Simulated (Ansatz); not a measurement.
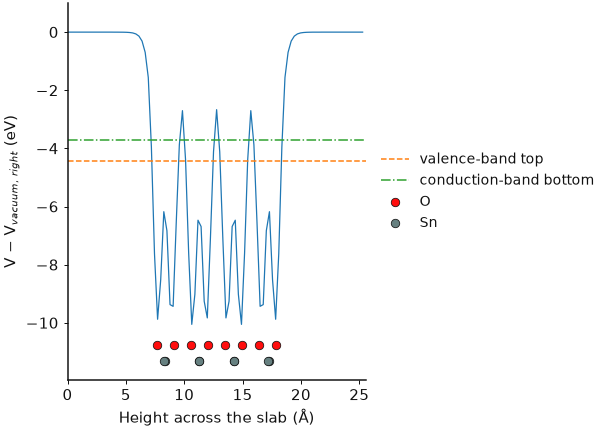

Plane-averaged electrostatic potential energy of an electron across the slab; circles at the bottom mark the heights of the atoms (positions after relaxation).

The material is a (101) slab cut from SnO (P4/nmm), ended by O planes, 16 atoms in the cell.

Level of theory: DFT r2SCAN, scalar-relativistic, plane waves, PAW, no spin polarisation, 9×6×1 k mesh, 500 eV cutoff, Gaussian smearing of 0.05 eV; code Ansatz.

**What are the ionisation potential and the electron affinity of the slab?**

From the vacuum level at the right face the ionisation potential is 4.44 eV and the electron affinity 3.70 eV; the left face gives the same. The slab's gap, their difference before rounding, is 0.75 eV. The two vacuum levels agree, so the slab has no net dipole along its normal.

**How thick are slab and vacuum?**

The outermost atoms are 10.2 Å apart, which leaves 15.3 Å of vacuum in a cell 25.6 Å high.
